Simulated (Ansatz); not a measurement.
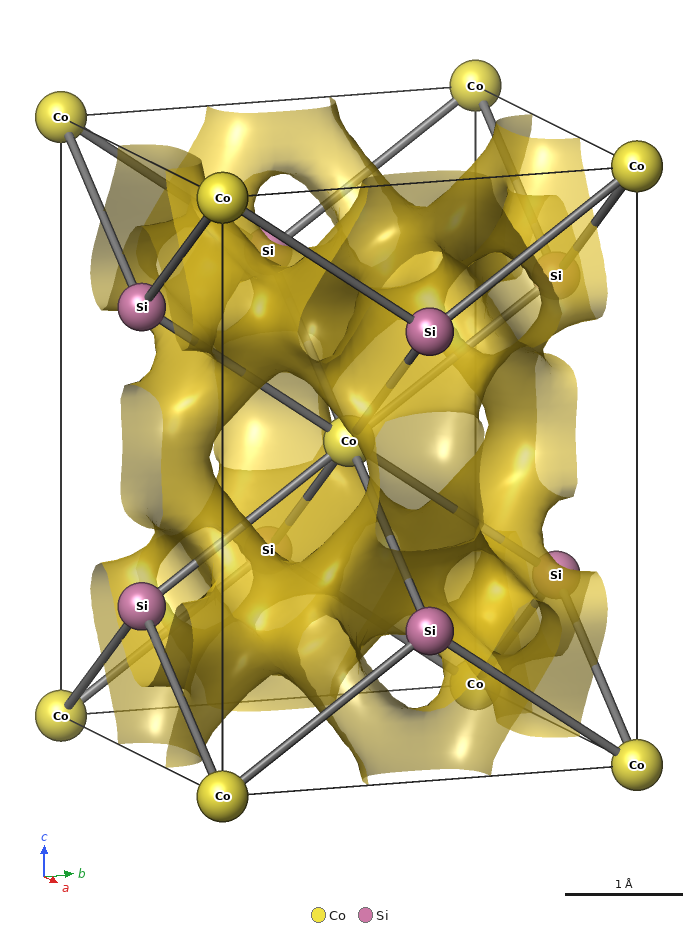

Figure 1: CoSi2. Isosurface of the ELF at 0.55 (yellow), seen slightly off an axis. Only the valence region is drawn (cores and ρ < 0.01 e/Å³ removed). Sticks mark near contacts.

Space group I4/mmm; the program warned that a starting moment wasn't kept; spin-polarised, but the moments vanished.

Level of theory: DFT, PBE, PAW with Ansatz's default frozen-core files, scalar-relativistic in Ansatz.

In a PAW calculation such maps are meaningful between the atoms, not at the nuclei.

```
Co Si
1.0
     2.70519   -2.70519    0.00000
     2.70519    2.70519    0.00000
     0.00000    0.00000    5.24888
Co Si
2 4
Direct
  0.00000 0.00000 0.00000
  0.50000 0.50000 0.50000
  0.00000 0.50000 0.25000
  0.50000 0.00000 0.75000
  0.50000 0.00000 0.25000
  0.00000 0.50000 0.75000
```

Question: Where are the electrons localised?

Answer: The surface consists of one network that runs through the whole crystal, counted in one cell of 6 atoms. Regions shared between cells count once.

Values along the shortest contacts:
Co–Si (2.32 Å): the ELF peaks at about 0.75 in the valence shell of Si, 0.9 Å from its nucleus, and is about 0.50 at the midpoint.

Question: Does the calculation give a band gap?

Answer: It is metallic or semimetallic at this level of theory: no gap opens.
